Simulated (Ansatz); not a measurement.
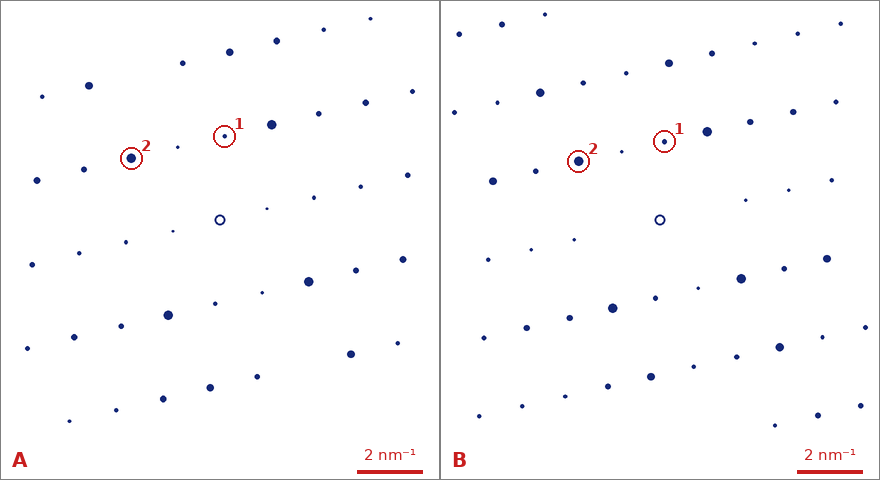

Kinematic electron diffraction patterns (200 kV, B = 0.5 Å², same scale) along [101] of the run's own cell, for the start and the end of one relaxation of Se with DFT, PAW plane waves, pbe (Ansatz 0.2.0). k mesh 4×4×6. The start is a generated model structure, and the relaxation ends in the nearest stationary point of its symmetry, not necessarily the ground state. Spot 1 is -1 0 1 and spot 2 is -1 -2 1 in both.

Start structure:

```yaml
crystal:
  lattice:
    - [3.84966, 6.66782, 0.00000]
    - [-3.84966, 6.66782, 0.00000]
    - [0.00000, 0.00000, 4.67233]
  atoms:
    - { symbol: Se, position: [0.77270, 0.53400, 0.61050] }
    - { symbol: Se, position: [0.69330, 0.77270, 0.27717] }
    - { symbol: Se, position: [0.53400, 0.69330, 0.94383] }
    - { symbol: Se, position: [0.30670, 0.46600, 0.38950] }
    - { symbol: Se, position: [0.46600, 0.22730, 0.72283] }
    - { symbol: Se, position: [0.22730, 0.30670, 0.05617] }
    - { symbol: Se, position: [0.87550, 0.12450, 0.16667] }
    - { symbol: Se, position: [0.00000, 0.87550, 0.83333] }
    - { symbol: Se, position: [0.12450, 0.00000, 0.50000] }
```

Which pattern belongs to the start structure, and which to the relaxed one?

Answer. A is the start: its cell gives d(1) = 3.826 Å, d(2) = 2.971 Å and an angle of 58.6°. B is the relaxed structure, with d(1) = 4.097 Å (+7.1 %), d(2) = 3.209 Å (+8.0 %) and 57.5°.

Name reflections whose intensity changes strongly on relaxation.

Answer. 2 2 -2 comes into sight; 0 4 0 goes from 8.1 to 2.8 % of the strongest spot; 1 -2 -1 goes from 7.7 to 16 % of the strongest spot; 1 4 -1 goes from 27 to 46 % of the strongest spot.

What did the relaxation do to the structure and the energy?

Answer. The volume changed by +27.1 % to 33.86 Å³ an atom; with the mean shift removed, the atoms moved by up to 0.17 Å relative to the cell (Se most); the space group stayed P3_221 (No. 154); the free energy fell by 130 meV an atom. Relaxed cell: a = 8.433 Å, b = 8.433 Å, c = 4.948 Å, α = 90.00°, β = 90.00°, γ = 60.00°.
